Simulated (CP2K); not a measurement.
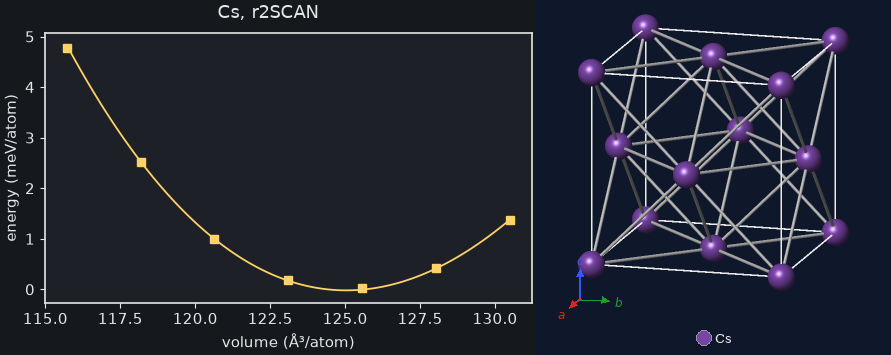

The figure shows the energy against volume for Cs, space group Fm-3m (No. 225). The conventional cell is drawn beside the plot.

The given structure:
```
CELL_PARAMETERS angstrom
5.58379 0.00000 0.00000
2.79189 4.83570 0.00000
2.79189 1.61190 4.55915
ATOMIC_POSITIONS crystal
Cs 0.00000 0.00000 0.00000
```

Method: DFT in Gaussian orbitals with a plane-wave density, no spin polarisation; energies at scaled volumes of the given cell, shape and fractions fixed, counted from the fit's minimum, third-order Birch-Murnaghan fit (CP2K 2026.2). Level: r2SCAN.

k mesh 6×6×6; occupations Fermi–Dirac; smearing width 0.05 eV; potentials GTH SCAN with UZH TZVP basis; density cutoff 9184 eV; program settings ngrids 5, basis sets Cs TZVP-MOLOPT-SCAN-GTH-q9, cutoff ry 675 Ry, rel cutoff ry 60 Ry.

From this curve and the settings, what does the calculation give for the pressure at the same points?

The pressure falls from 0.17 GPa at volume 115.7 Å³/atom to −0.08 GPa at 130.5 Å³/atom, and changes sign near 125.0 Å³/atom.

```
volume (Å³/atom)  pressure (GPa)
           115.7            0.17
           118.2            0.12
           120.6            0.07
           123.1            0.03
           125.6           -0.01
           128.0           -0.04
           130.5           -0.08
```
